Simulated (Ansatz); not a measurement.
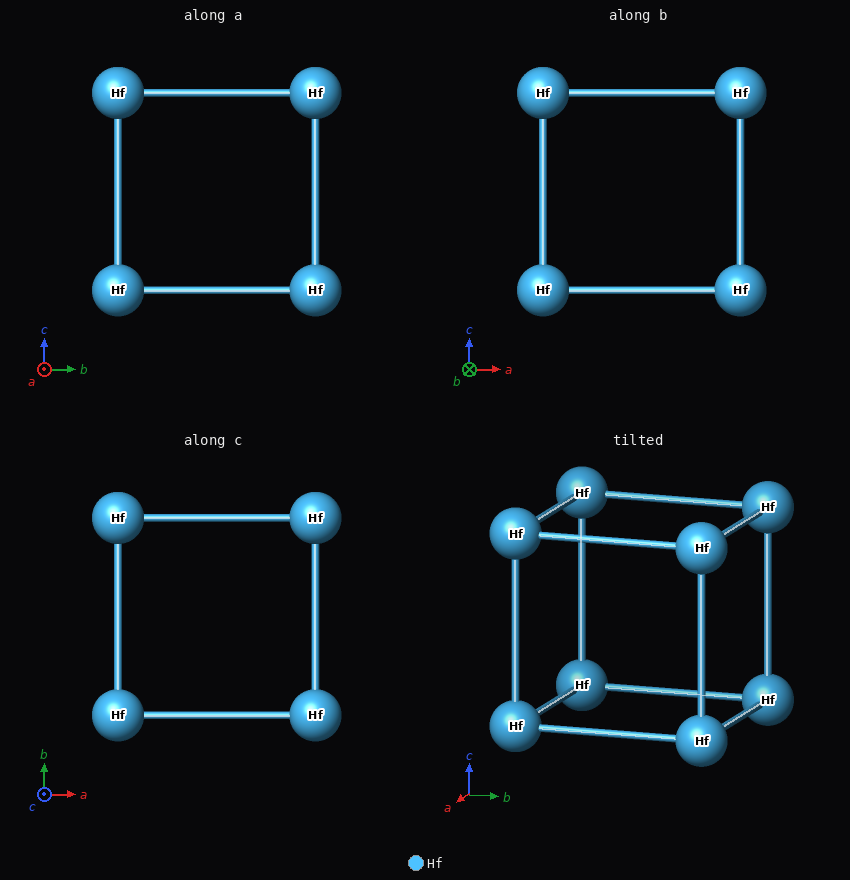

Crystal structure, ball-and-stick style, seen along the a axis, along the b axis, along the c axis and slightly off an axis. The lines enclose the conventional unit cell; boundary atoms appear with their images.

Lattice parameters: a = 2.824 Å, b = 2.824 Å, c = 2.824 Å, α = 90.00°, β = 90.00°, γ = 90.00°. Put a along x and b in the xy plane.

Reconstruct the structure as a POSCAR file.

Answer.
```
Hf
1.0
     2.824    0.000    0.000
     0.000    2.824    0.000
     0.000    0.000    2.824
Hf
1
Direct
  0.0000 0.0000 0.0000
```

The cell started as a structure type filled with this element by a generator (whether the element takes this form wasn't checked). Earlier steps of the study may have refined or changed the cell and positions. Ansatz was used for an electronic-structure calculation on it.
